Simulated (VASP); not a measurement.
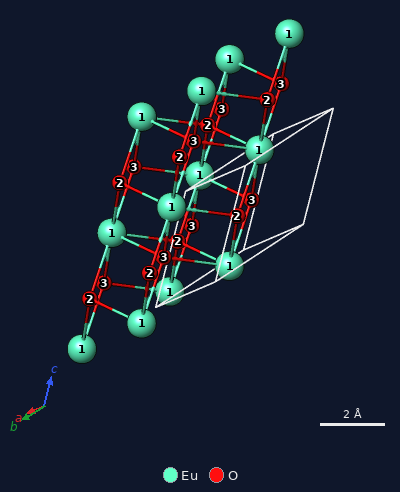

The input geometry (ball-and-stick view of the cell of the calculation, repeated 2 × 2 × 2, seen at an oblique angle; atoms are numbered from 1 in the order of the input).

# Geometry relaxation of EuO2 (part 1 of 3)

System: EuO2 (I4/mmm, 3 atoms in the cell).
Method: Kohn-Sham DFT of a periodic cell, TPSS, VASP PAW PBE potentials, recommended, spin-polarised (VASP 6.6.1).

The structure derives from a Materials Project entry.

OSZICAR
```
N       E                     dE             d eps       ncg     rms          rms(c)
DAV:   1    -0.941635006636E+05   -0.94164E+05   -0.90191E+05  7040   0.660E+03
DAV:   2    -0.139959673319E+06   -0.45796E+05   -0.45778E+05  5160   0.347E+04
DAV:   3    -0.142646011162E+06   -0.26863E+04   -0.25413E+04  6188   0.591E+03
DAV:   4    -0.143784804257E+06   -0.11388E+04   -0.12141E+04  6884   0.162E+03
DAV:   5    -0.144782541499E+06   -0.99774E+03   -0.12479E+04  6748   0.816E+02    0.355E+03
DAV:   6     0.348324876082E+03    0.14513E+06   -0.15105E+05  4986   0.204E+03    0.327E+03
DAV:   7    -0.216957055342E+03   -0.56528E+03   -0.50973E+02  4200   0.336E+02    0.953E+02
DAV:   8    -0.139082279339E+03    0.77875E+02   -0.41384E+02  5604   0.249E+02    0.298E+02
DAV:   9    -0.134894002348E+03    0.41883E+01   -0.10046E+03  6456   0.617E+02    0.890E+02
DAV:  10    -0.787885618926E+02    0.56105E+02   -0.39514E+02  4408   0.198E+02    0.585E+02
DAV:  11    -0.783567094841E+02    0.43185E+00   -0.29132E+01  5698   0.473E+01    0.714E+02
DAV:  12    -0.771031021918E+02    0.12536E+01   -0.19470E+01  6518   0.922E+01    0.881E+02
DAV:  13    -0.807175778173E+02   -0.36145E+01   -0.12807E+00  6206   0.335E+01    0.846E+02
DAV:  14    -0.799866197423E+02    0.73096E+00   -0.63128E-01  5872   0.204E+01    0.786E+02
DAV:  15    -0.677995476464E+02    0.12187E+02   -0.26149E+00  5718   0.370E+01    0.610E+02
DAV:  16    -0.496172377712E+02    0.18182E+02   -0.69347E+00  5704   0.352E+01    0.387E+02
DAV:  17    -0.445422939517E+02    0.50749E+01   -0.15246E+00  5130   0.113E+01    0.310E+02
DAV:  18    -0.422929682887E+02    0.22493E+01   -0.60515E-01  5576   0.861E+00    0.267E+02
DAV:  19    -0.422411468381E+02    0.51821E-01   -0.79746E-02  6168   0.254E+00    0.269E+02
DAV:  20    -0.418892803268E+02    0.35187E+00   -0.21152E-02  5266   0.188E+00    0.262E+02
DAV:  21    -0.419007594241E+02   -0.11479E-01   -0.44873E-03  5650   0.216E+00    0.261E+02
DAV:  22    -0.412836514951E+02    0.61711E+00   -0.33954E-01  4804   0.223E+01    0.233E+02
DAV:  23    -0.388393766652E+02    0.24443E+01   -0.39207E+00  5476   0.392E+01    0.109E+02
DAV:  24    -0.386046697325E+02    0.23471E+00   -0.67794E-01  5694   0.125E+01    0.789E+01
DAV:  25    -0.386830990249E+02   -0.78429E-01   -0.14850E-01  5930   0.462E+00    0.610E+01
DAV:  26    -0.385317925902E+02    0.15131E+00   -0.53695E-02  5916   0.819E+00    0.682E+01
DAV:  27    -0.385450080672E+02   -0.13215E-01   -0.17827E-01  4946   0.899E+00    0.409E+01
DAV:  28    -0.386287210032E+02   -0.83713E-01   -0.50620E-01  5488   0.228E+01    0.160E+01
DAV:  29    -0.387329095376E+02   -0.10419E+00   -0.22577E-01  5566   0.996E+00    0.254E+01
DAV:  30    -0.387534631538E+02   -0.20554E-01   -0.10905E-01  5662   0.171E+01    0.116E+01
DAV:  31    -0.386857904083E+02    0.67673E-01   -0.71721E-02  5748   0.129E+01    0.842E+00
DAV:  32    -0.386615446892E+02    0.24246E-01   -0.26343E-02  5496   0.519E+00    0.111E+01
DAV:  33    -0.386593989509E+02    0.21457E-02   -0.32112E-03  6338   0.135E+00    0.835E+00
DAV:  34    -0.386603384389E+02   -0.93949E-03   -0.27934E-03  5540   0.299E+00    0.741E+00
DAV:  35    -0.386609342820E+02   -0.59584E-03   -0.14482E-03  6244   0.182E+00    0.629E+00
DAV:  36    -0.386623011340E+02   -0.13669E-02   -0.45890E-04  5458   0.458E-01    0.558E+00
DAV:  37    -0.386629213375E+02   -0.62020E-03   -0.11434E-04  5982   0.385E-01    0.534E+00
DAV:  38    -0.386638910178E+02   -0.96968E-03   -0.27502E-04  5204   0.495E-01    0.411E+00
DAV:  39    -0.386644294858E+02   -0.53847E-03   -0.38073E-04  4532   0.335E-01    0.312E+00
DAV:  40    -0.386641285711E+02    0.30091E-03   -0.62274E-04  4248   0.552E-01    0.191E+00
DAV:  41    -0.386632141651E+02    0.91441E-03   -0.17234E-04  5252   0.362E-01    0.141E+00
DAV:  42    -0.386639384058E+02   -0.72424E-03   -0.71222E-05  4898   0.188E-01    0.130E+00
DAV:  43    -0.386644830710E+02   -0.54467E-03   -0.21809E-04  4342   0.229E-01    0.106E+00
DAV:  44    -0.386644810273E+02    0.20438E-05   -0.13249E-05  6604   0.109E-01    0.102E+00
DAV:  45    -0.386645340678E+02   -0.53041E-04   -0.21766E-05  4380   0.754E-02    0.977E-01
DAV:  46    -0.386645555818E+02   -0.21514E-04   -0.91805E-06  5400   0.148E-01    0.706E-01
DAV:  47    -0.386645593394E+02   -0.37576E-05   -0.15268E-05  5472   0.216E-01    0.253E-01
DAV:  48    -0.386645650964E+02   -0.57570E-05   -0.69539E-06  6398   0.582E-02    0.176E-01
DAV:  49    -0.386645647213E+02    0.37505E-06   -0.10399E-06  5948   0.318E-02    0.101E-01
DAV:  50    -0.386645669013E+02   -0.21799E-05   -0.10068E-06  4648   0.228E-02    0.372E-02
DAV:  51    -0.386645664940E+02    0.40730E-06   -0.58807E-07  4306   0.256E-02    0.370E-02
DAV:  52    -0.386645664317E+02    0.62267E-07   -0.52421E-08  2430   0.224E-02
   1 F= -.38664566E+02 E0= -.38661234E+02  d E =-.386646E+02  mag=    -5.0000
       N       E                     dE             d eps       ncg     rms          rms(c)
DAV:   1    -0.394329702118E+02   -0.76840E+00   -0.50590E+00  5396   0.585E+01    0.320E+01
DAV:   2    -0.433704500110E+02   -0.39375E+01   -0.20211E+01  4134   0.167E+02    0.114E+02
DAV:   3    -0.385592758164E+02    0.48112E+01   -0.21330E+01  4170   0.175E+02    0.260E+01
DAV:   4    -0.385295224410E+02    0.29753E-01   -0.76836E-01  6046   0.138E+01    0.109E+01
DAV:   5    -0.385936015672E+02   -0.64079E-01   -0.14067E-01  6332   0.155E+01    0.989E+00
DAV:   6    -0.386530838287E+02   -0.59482E-01   -0.88770E-02  6042   0.660E+00    0.655E+00
DAV:   7    -0.386667253521E+02   -0.13642E-01   -0.39759E-02  6548   0.309E+00    0.553E+00
DAV:   8    -0.386672151710E+02   -0.48982E-03   -0.11889E-02  6008   0.375E+00    0.408E+00
DAV:   9    -0.386676125025E+02   -0.39733E-03   -0.33727E-03  6522   0.544E-01    0.410E+00
DAV:  10    -0.386676230545E+02   -0.10552E-04   -0.15884E-04  6282   0.103E-01    0.429E+00
DAV:  11    -0.386676545964E+02   -0.31542E-04   -0.21115E-05  6376   0.677E-02    0.436E+00
DAV:  12    -0.386678184270E+02   -0.16383E-03   -0.70533E-04  6262   0.739E-01    0.487E+00
DAV:  13    -0.386675349951E+02    0.28343E-03   -0.72587E-04  6340   0.587E-01    0.460E+00
DAV:  14    -0.386676518324E+02   -0.11684E-03   -0.10532E-04  6316   0.169E-01    0.451E+00
DAV:  15    -0.386676787433E+02   -0.26911E-04   -0.16714E-05  5774   0.136E-01    0.394E+00
DAV:  16    -0.386676658800E+02    0.12863E-04   -0.60007E-06  6438   0.972E-02    0.357E+00
DAV:  17    -0.386679243233E+02   -0.25844E-03   -0.13214E-04  5610   0.400E-01    0.226E+00
DAV:  18    -0.386676486142E+02    0.27571E-03   -0.86642E-05  5512   0.287E-01    0.273E+00
DAV:  19    -0.386676296343E+02    0.18980E-04   -0.89824E-06  6316   0.302E-02    0.284E+00
DAV:  20    -0.386679151170E+02   -0.28548E-03   -0.18367E-04  5370   0.333E-01    0.184E+00
DAV:  21    -0.386681497643E+02   -0.23465E-03   -0.33487E-04  5746   0.593E-01    0.138E+00
DAV:  22    -0.386681534713E+02   -0.37070E-05   -0.12434E-04  6558   0.228E-01    0.288E-01
DAV:  23    -0.386681584998E+02   -0.50285E-05   -0.22933E-05  6374   0.322E-02    0.245E-01
DAV:  24    -0.386681577392E+02    0.76062E-06   -0.29327E-06  5782   0.247E-02    0.240E-01
DAV:  25    -0.386681625802E+02   -0.48410E-05   -0.57505E-06  5198   0.843E-02    0.296E-01
DAV:  26    -0.386681638650E+02   -0.12848E-05   -0.28885E-06  5918   0.617E-02    0.388E-01
DAV:  27    -0.386681625935E+02    0.12715E-05   -0.93699E-07  5418   0.273E-02    0.184E-01
DAV:  28    -0.386681608343E+02    0.17592E-05   -0.42514E-07  3954   0.164E-02    0.117E-01
DAV:  29    -0.386681602383E+02    0.59598E-06   -0.89956E-07  4858   0.104E-02    0.587E-02
DAV:  30    -0.386681599894E+02    0.24896E-06   -0.59082E-08  2164   0.130E-02    0.125E-02
DAV:  31    -0.386681602905E+02   -0.30109E-06   -0.20708E-07  2792   0.134E-02    0.647E-03
DAV:  32    -0.386681603084E+02   -0.17915E-07   -0.40296E-08  1874   0.630E-03
   2 F= -.38668160E+02 E0= -.38664695E+02  d E =-.359388E-02  mag=    -5.0000
       N       E                     dE             d eps       ncg     rms          rms(c)
DAV:   1    -0.387877881464E+02   -0.11963E+00   -0.63262E-01  5392   0.225E+01    0.186E+01
DAV:   2    -0.397894473517E+02   -0.10017E+01   -0.43233E+00  4258   0.107E+02    0.419E+01
DAV:   3    -0.386559302718E+02    0.11335E+01   -0.12059E+00  4244   0.540E+01    0.665E+00
DAV:   4    -0.386707364328E+02   -0.14806E-01   -0.10970E-01  5304   0.394E+00    0.526E+00
DAV:   5    -0.386762355744E+02   -0.54991E-02   -0.68505E-03  6606   0.263E+00    0.559E+00
DAV:   6    -0.386700573397E+02    0.61782E-02   -0.65177E-03  5016   0.488E+00    0.242E+00
DAV:   7    -0.386711811225E+02   -0.11238E-02   -0.14435E-03  5950   0.190E+00    0.279E+00
DAV:   8    -0.386700653198E+02    0.11158E-02   -0.12739E-03  4958   0.220E+00    0.128E+00
DAV:   9    -0.386702215131E+02   -0.15619E-03   -0.11395E-03  6462   0.591E-01    0.922E-01
DAV:  10    -0.386702697311E+02   -0.48218E-04   -0.95948E-05  6144   0.194E-01    0.779E-01
DAV:  11    -0.386702024696E+02    0.67261E-04   -0.37516E-05  6270   0.213E-01    0.460E-01
DAV:  12    -0.386701508127E+02    0.51657E-04   -0.87482E-05  6058   0.354E-01    0.149E-01
DAV:  13    -0.386701540139E+02   -0.32012E-05   -0.32260E-05  6216   0.539E-02    0.407E-02
DAV:  14    -0.386701531608E+02    0.85308E-06   -0.45959E-06  6480   0.391E-02    0.581E-02
DAV:  15    -0.386701529361E+02    0.22471E-06   -0.74980E-07  5210   0.139E-02    0.365E-02
DAV:  16    -0.386701522301E+02    0.70596E-06   -0.69981E-07  5476   0.127E-02    0.525E-02
DAV:  17    -0.386701526551E+02   -0.42496E-06   -0.13508E-07  2870   0.183E-02    0.362E-02
DAV:  18    -0.386701530067E+02   -0.35160E-06   -0.90142E-08  2180   0.130E-02    0.116E-02
DAV:  19    -0.386701532016E+02   -0.19490E-06   -0.58341E-08  2054   0.606E-03    0.306E-03
DAV:  20    -0.386701531471E+02    0.54495E-07   -0.41071E-08  1892   0.402E-03
   3 F= -.38670153E+02 E0= -.38666727E+02  d E =-.558672E-02  mag=    -5.0000
```

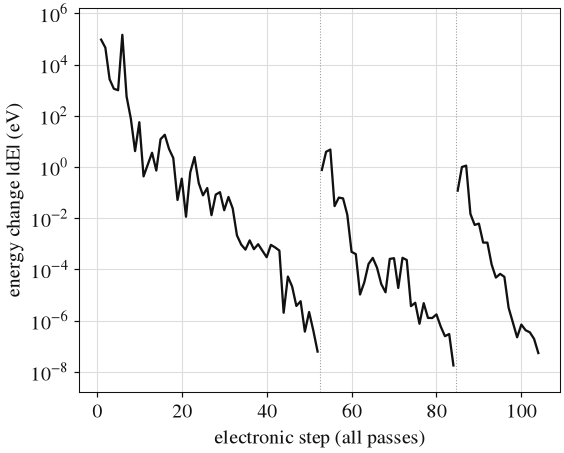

Convergence of the self-consistent field: energy change |dE| against the electronic step. Each stretch between dotted lines is the SCF of one geometry step of a relaxation. The 3 ionic steps take 20 to 52 electronic steps each. The density is held fixed in the first few steps, and dE rises again when its update begins.

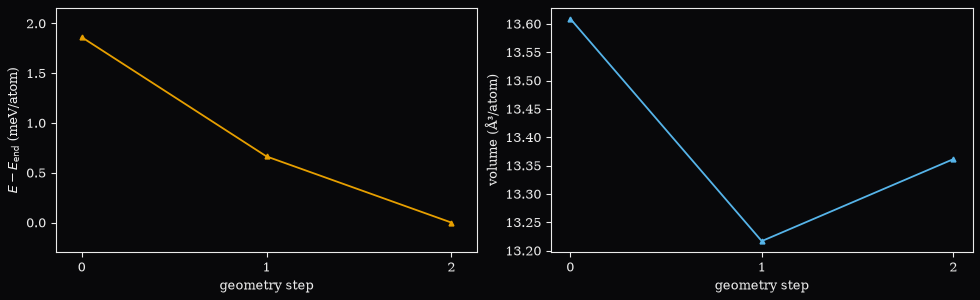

Progress of the relaxation, step by step (steps are counted from 0).

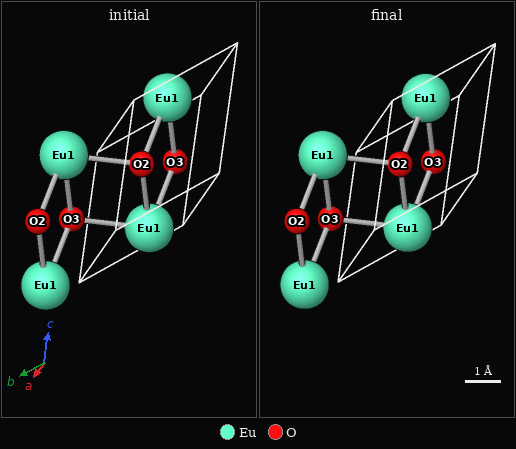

Before (left) and after (right) the relaxation, at one scale (ball-and-stick view of the cell of the calculation, repeated 1 × 2 × 1, seen at an oblique angle). The atoms keep their places relative to the cell (all moves are under 0.005 Å). Cell: a = b = c 3.867 → 3.843 Å (−0.6 %). Volume −1.8 %. Distances before and after: Eu1–O2 2.367 → 2.352 Å. The space group stays I4/mmm (No. 139). The energy falls by 1.9 meV per atom in 2 geometry steps. All forces vanish by symmetry, so only the cell relaxes. (Atoms are counted from 1 in the order of the input.)

Parts of OUTCAR
```
EDIFF = 1E-7
   EDIFFG = -0.01
   ENCUT = 600
   IBRION = 2
   ISIF = 3
   ISMEAR = 0
   ISPIN = 2
   LASPH = True
   LORBIT = 11
   LREAL = False
   METAGGA = TPSS
   NELM = 120
   NSW = 40
   PREC = Accurate

 ion  position               nearest neighbor table
   1  0.500  0.500  0.000-   2 2.37   3 2.37   2 2.37   3 2.37   2 2.37   3 2.37   2 2.37   3 2.37

   2  0.250  0.750  0.500-   1 2.37   1 2.37   1 2.37   1 2.37
   3  0.750  0.250  0.500-   1 2.37   1 2.37   1 2.37   1 2.37

  LATTYP: Found a body centered tetragonal cell.
 ALAT       =     3.8611072950
 C/A-ratio  =     1.4185613739

  Lattice vectors:

 A1 = (  -1.9305536475,   1.9305536475,   2.7386088345)
 A2 = (   1.9305536475,  -1.9305536475,   2.7386088345)
 A3 = (   1.9305536475,   1.9305536475,  -2.7386088345)

Analysis of symmetry for initial positions (statically):
=====================================================================
 Subroutine PRICEL returns:
 Original cell was already a primitive cell.

 Routine SETGRP: Setting up the symmetry group for a
 body centered tetragonal supercell.

 Subroutine GETGRP returns: Found 16 space group operations
 (whereof 16 operations were pure point group operations)
 out of a pool of 16 trial point group operations.

The static configuration has the point symmetry D_4h.

Analysis of symmetry for dynamics (positions and initial velocities):
=====================================================================
 Subroutine PRICEL returns:
 Original cell was already a primitive cell.

 Routine SETGRP: Setting up the symmetry group for a
 body centered tetragonal supercell.

 Subroutine GETGRP returns: Found 16 space group operations
 (whereof 16 operations were pure point group operations)
 out of a pool of 16 trial point group operations.

The dynamic configuration has the point symmetry D_4h.

Analysis of structural, dynamic, and magnetic symmetry:
=====================================================================
 Subroutine PRICEL returns:
 Original cell was already a primitive cell.

 Routine SETGRP: Setting up the symmetry group for a
 body centered tetragonal supercell.

 Subroutine GETGRP returns: Found 16 space group operations
 (whereof 16 operations were pure point group operations)
 out of a pool of 16 trial point group operations.
```
